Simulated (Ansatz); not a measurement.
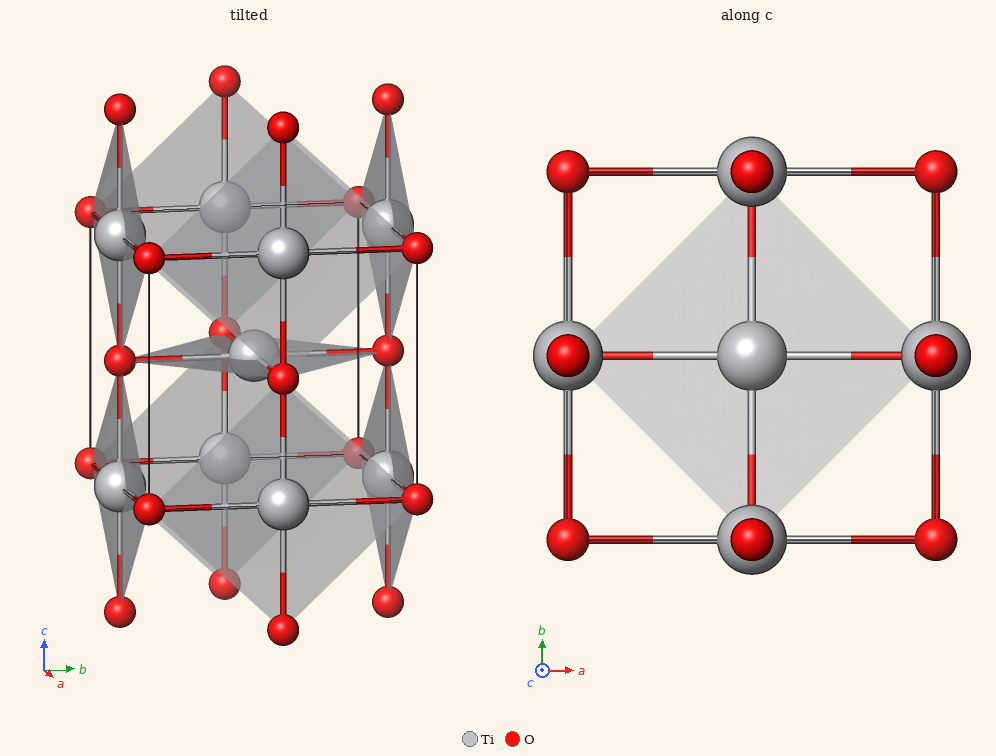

The image is a polyhedral drawing of a crystal, viewed slightly off an axis and along the c axis. Lines trace the edges of the conventional unit cell. Some atoms of the next cells are drawn as well.

Notes on the structure:

- The formula is TiO.
- Space group P4/mmm (No. 123), lattice primitive tetragonal.
- Cell content 3 Ti, 3 O; Z = 3.
- The polyhedra are TiO4 squares; they share corners.
- Each Ti atom is coordinated by four O in a distorted square planar arrangement. The neighbours of O are four Ti in a distorted square planar arrangement. Not all metal-metal contacts are counted.
- The bonds build a three-dimensional framework.

It derives from a structure listed in the Materials Project. Earlier steps of the study, as a rule a relaxation of our own, may have changed the cell and positions, so they can lie some per cent off the listed ones. It was set up as input for a calculation with Ansatz.
